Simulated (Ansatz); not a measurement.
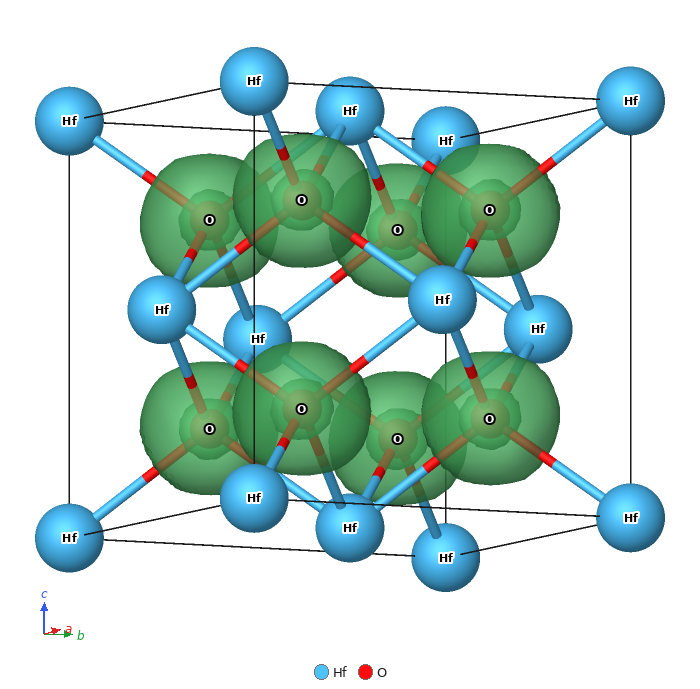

The picture shows: HfO2. Isosurface of the ELF at 0.7 (green), seen at an oblique angle. Only the valence region is drawn (cores and ρ < 0.01 e/Å³ removed). Sticks mark near contacts.

Space group Fm-3m.

The calculation used Ansatz 0.2.0, DFT PBE, scalar-relativistic, plane waves, PAW.

In a PAW calculation such maps are meaningful between the atoms, not at the nuclei.

Where are the electrons localised?

The surface consists of eight regions wrapped around O (the valence shell of each), counted in one cell of 12 atoms. Any copies at cell faces, edges or corners count once. Profiles from the grid: Hf–O (2.21 Å): the ELF peaks at about 0.85 in the valence shell of O, 0.6 Å from its nucleus, and drops to about 0.15 between the two atoms: no localised pair shows between them.

Does the calculation give a band gap?

It is gapped, with a Kohn–Sham gap of 3.7 eV on the k-point mesh, an upper bound to the gap of this method.
